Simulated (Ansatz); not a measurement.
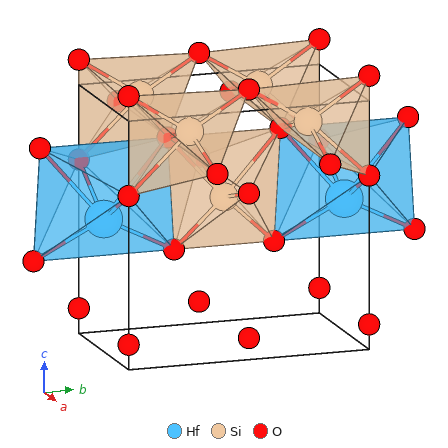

System: HfSi₃O₈, space group Pmm2 (No. 25) (cell built by us, not taken from a database). The picture shows the cell.

Input of the run:
```
crystal:
  lattice:
    - [3.5082078992, 0.0, 0.0]
    - [0.0, 5.7625563791, 0.0]
    - [0.0, 0.0, 5.8232486559]
  atoms:
    - { symbol: Hf, position: [0.5, 0.0, 0.5333184935] }
    - { symbol: Si, position: [0.0, 0.7464885294, -0.0622024499] }
    - { symbol: O, position: [0.5, 0.7079401956, 0.3874323408] }
    - { symbol: O, position: [0.0, 0.0, 0.1008560082] }
    - { symbol: O, position: [0.0, 0.0, 0.6994377675] }
    - { symbol: O, position: [0.5, 0.7346308985, 0.8396839176] }
    - { symbol: Si, position: [0.5, 0.5, 0.581142758] }
    - { symbol: Si, position: [0.0, 0.2535114706, -0.0622024499] }
    - { symbol: O, position: [0.5, 0.2920598044, 0.3874323408] }
    - { symbol: O, position: [0.0, 0.5, 0.0868345112] }
    - { symbol: O, position: [0.0, 0.5, 0.6685828448] }
    - { symbol: O, position: [0.5, 0.2653691015, 0.8396839176] }
kpoints:
  mp_grid: { grid: [6, 4, 4] }
hamiltonian:
  xc: pbesol
scf:
  occupations: { method: fixed }
phonons:
  method: dfpt
  dielectric: true
  qpoints: [[0, 0, 0]]
  rigid_motions: translations
```

Run as:
```bash

```

Computed with Ansatz 0.2.0: Born effective charges by linear response at the zone centre, in units of the proton charge, Cartesian axes of the given cell; DFT, PBEsol, plane waves, PAW. Level: PBEsol, no spin polarisation.

periodic directions 3; potentials PAW; wave cutoff 420 eV; k mesh 6×4×4.

What does the calculation give for the mean Born effective charge of each atom? The cases: Hf; Si 1; O 1; O 2; O 3; O 4; Si 2; Si 3; O 5; O 6; O 7; O 8.

The largest in size is that of Hf, 4.27 e, and the charges add up to 0.00 e. O 1 and O 5 are equally anisotropic; for O 1: its diagonal components run from −3.11 to −1.15 e. The Born charge xx, in e, is 4.231 for Hf, 3.920 for Si 1, −1.152 for O 1, −1.327 for O 2, −2.914 for O 3, −2.701 for O 4, 3.824 for Si 2, 3.920 for Si 3, −1.152 for O 5, −1.224 for O 6, −2.724 for O 7 and −2.701 for O 8. The Born charge zz, in e, is 3.364 for Hf, 3.349 for Si 1, −1.480 for O 1, −2.014 for O 2, −1.842 for O 3, −1.597 for O 4, 2.985 for Si 2, 3.349 for Si 3, −1.480 for O 5, −1.482 for O 6, −1.556 for O 7 and −1.597 for O 8.

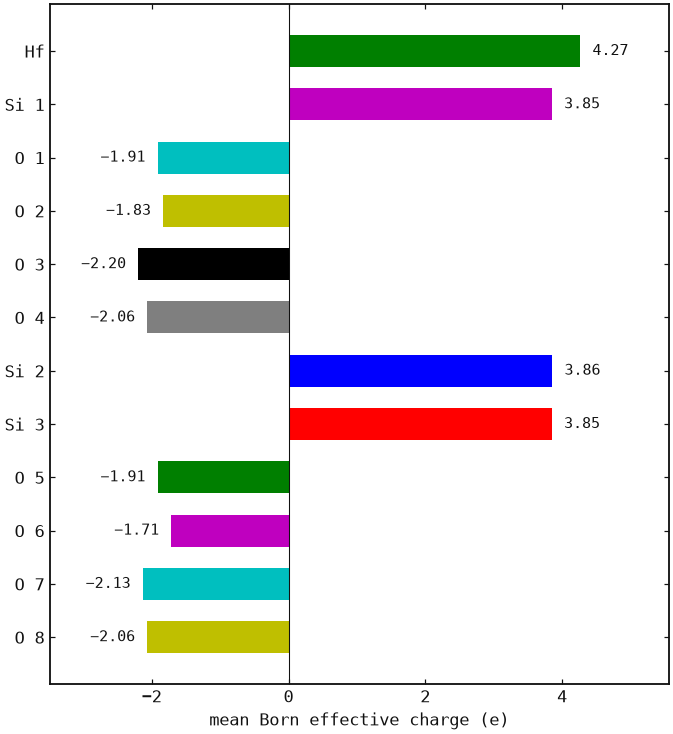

Note: device shed; empty bands loosely converged; reference bands not vouched for; subspace factor gpu capped.
